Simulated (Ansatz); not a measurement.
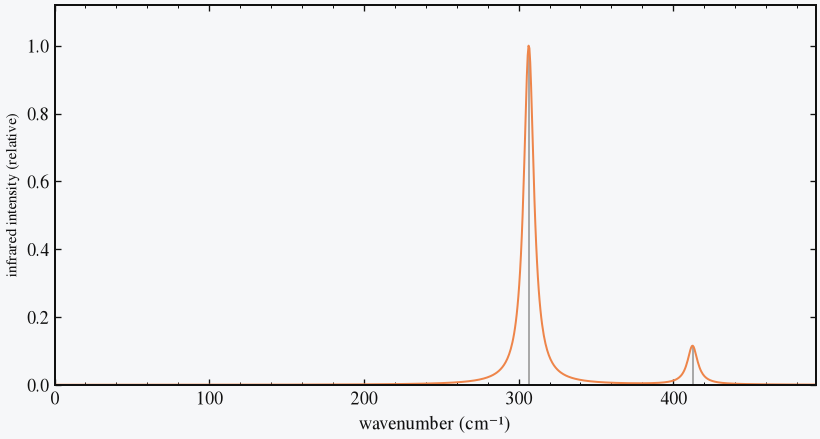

The picture above shows the infrared spectrum of the zone-centre phonons for SnO, space group P6_3mc (No. 186) (cell built by us, not taken from a database). Lines are broadened by Lorentzians of 8 cm⁻¹ full width; the spectrum is scaled to its strongest line. These are zero-field (TO) frequencies; inactive modes don't show. Modes with imaginary frequency are left out of the spectrum.

The given structure:
```xyz
4
Lattice="3.2902 0.0000 0.0000 -1.6451 2.8494 0.0000 0.0000 0.0000 8.5161" Properties=species:S:1:pos:R:3 pbc="T T T"
Sn    0.0000    1.8996    0.0022
Sn    1.6451    0.9498    4.2602
O     0.0000    1.8996    3.1914
O     1.6451    0.9498    7.4494
```

Computed with Ansatz 0.2.0: perturbation theory at the zone centre of a relaxed insulator, optical modes (intensities summed over a level), dielectric tensors and Born charges, a negative frequency is imaginary, spin-unpolarised plane waves. Level: PBEsol.

```csv
setting,value
periodic directions,3
potentials,PAW
wave cutoff,420 eV
k mesh,9×9×4
```

Which are the strongest infrared lines?

Answer. The strongest infrared line is at 306.6 cm⁻¹, followed by 412.4 (11 % of it).

Note: field response not settled on the k mesh.
